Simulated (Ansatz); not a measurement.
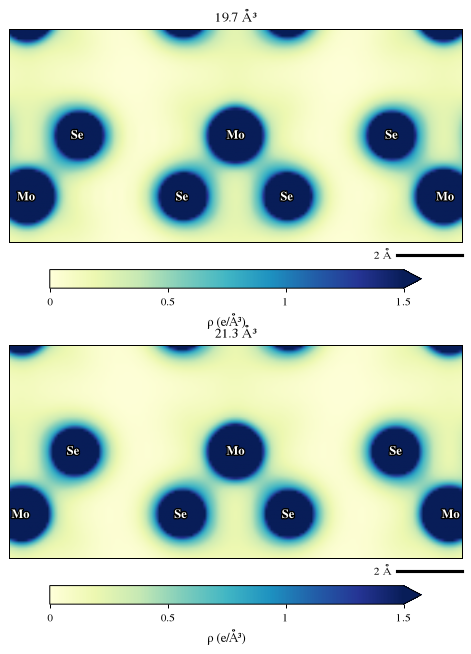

MoSe2. The valence pseudo-density of cells scaled evenly to different volumes (given per atom above each panel), on the (110) plane of each (indices in the axes of the cell below), at one length scale and on one colour scale.

All numbers below come from Kohn-Sham DFT of a periodic cell, PBE, Ansatz PAW small core in Ansatz 0.2.0.

Core electrons are frozen (PAW), and the valence fields are smoothed inside the atomic spheres.

The largest cell:

```
Mo Se
1.0
     3.35249    0.00000    0.00000
    -1.67624    2.90334    0.00000
     0.00000    0.00000   13.15301
Mo Se
2 4
Direct
  0.66667 0.33333 0.75000
  0.33333 0.66667 0.25000
  0.66667 0.33333 0.37500
  0.33333 0.66667 0.87500
  0.66667 0.33333 0.12500
  0.33333 0.66667 0.62500
```

| volume (Å³/atom) | Mo–Se contact in the plane (Å) | ρ at its midpoint (e/Å³) | pressure (GPa) | gap on the mesh (eV) | 
| --- | --- | --- | --- | --- |
| 19.73 | 2.474 | 0.582 | 11.2 | 0.89 | 
| 20.93 | 2.524 | ? | ? | ? | 
| 21.34 | 2.540 | 0.523 | 0.3 | 0.88 | 

Q: Estimate the missing row, and compare with the calculation.

A: Over the known rows ln ρ falls by 1.62 per Å of Mo–Se distance (the line through the two), which gives 0.537 e/Å³ at 2.524 Å; the calculation gives 0.537 e/Å³. For the pressure, a straight line in volume between the neighbouring rows gives 3.1 GPa; the calculation gives 2.6, lower because pressure rises ever faster on compression. For the gap on the mesh, a straight line in volume between the neighbouring rows gives 0.88 eV; the calculation gives 0.88.
